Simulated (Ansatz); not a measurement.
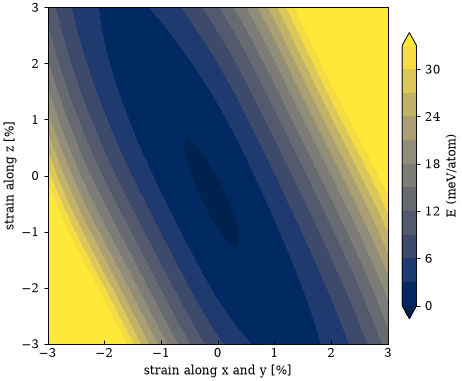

Energy landscape of Au (Fm-3m, No. 225; 1 atom in the cell). The cell is strained homogeneously, by one strain along x and y and another along z, with fractional coordinates fixed (x, y and z along the cube axes). First axis: strain along x and y. Second axis: strain along z. Grid: 5 × 5 points. All energies are given in meV/atom relative to the lowest grid point. The reference cell is the one listed in the database, not relaxed at this level. The calculation used Ansatz 0.2.0, DFT PBEsol, scalar-relativistic, plane waves, PAW. Settings: cutoff 420 eV, k-mesh 20×20×20, gaussian smearing 0.15 eV, no spin polarisation.

In the figure: filled contours, one colour for all values above the top of the scale. Between grid points the surface is interpolated. 

Q: Describe this landscape.

A: The lowest grid point is at strain along x and y = 0.0 %, strain along z = 0.0 %. It is the only kind of minimum in the scanned range. The highest grid point, strain along x and y = −3.0 %, strain along z = −3.0 %, lies 75.5 meV/atom above the lowest.

The values on the grid:

```tsv
strain along z ↓, strain along x and y →	−3.0	−1.5	0.0	1.5	3.0
3.0	10.9	2.3	11.6	36.0	73.0
1.5	18.4	1.7	3.8	21.7	53.1
0.0	31.3	5.8	0.0	11.0	36.2
−1.5	50.2	15.1	0.8	4.3	22.9
−3.0	75.5	30.1	6.7	2.0	13.3
```
